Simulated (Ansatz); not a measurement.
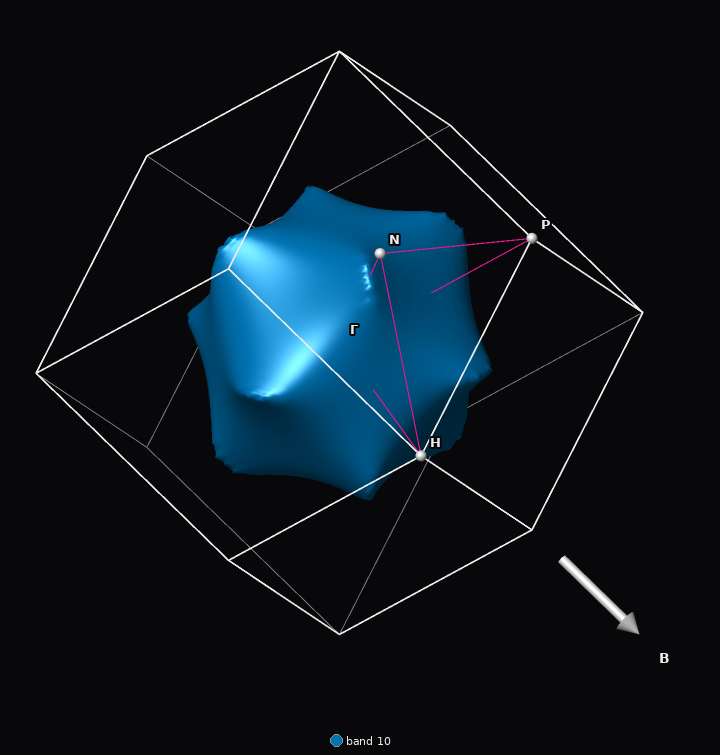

A band of Pd (space group Im-3m, No. 229) with a closed pocket at the Fermi level (other bands may have more); the arrow B points along ⟨111⟩. One band is drawn. The brighter face of a sheet looks towards empty states. Conventional cell: a = 3.14 Å, b = 3.14 Å, c = 3.14 Å, α = 90.00°, β = 90.00°, γ = 90.00°.

Computed with DFT PBE, scalar-relativistic, plane waves, PAW; levels and slopes on a dense k mesh at the converged density in Ansatz. No spin polarisation. The levels come from a k mesh of 34×34×34 points. Unrelaxed database geometry. The cell comes from a database of computed structures, not from a measurement.

**Estimate the largest cross-section normal to ⟨111⟩, and the quantum-oscillation frequency for a field along ⟨111⟩, of the pocket of band 10 at Γ.**

The electron pocket of band 10 at Γ: about 2.7 Å⁻², so F = ħA/2πe ≈ 29 kT; it holds 0.39 electrons per cell.

Spin-orbit coupling is left out; with Pd it can split, shift or remove sheets. Necks and pockets thinner than about two mesh steps aren't resolved, so separate pockets may in truth be joined.
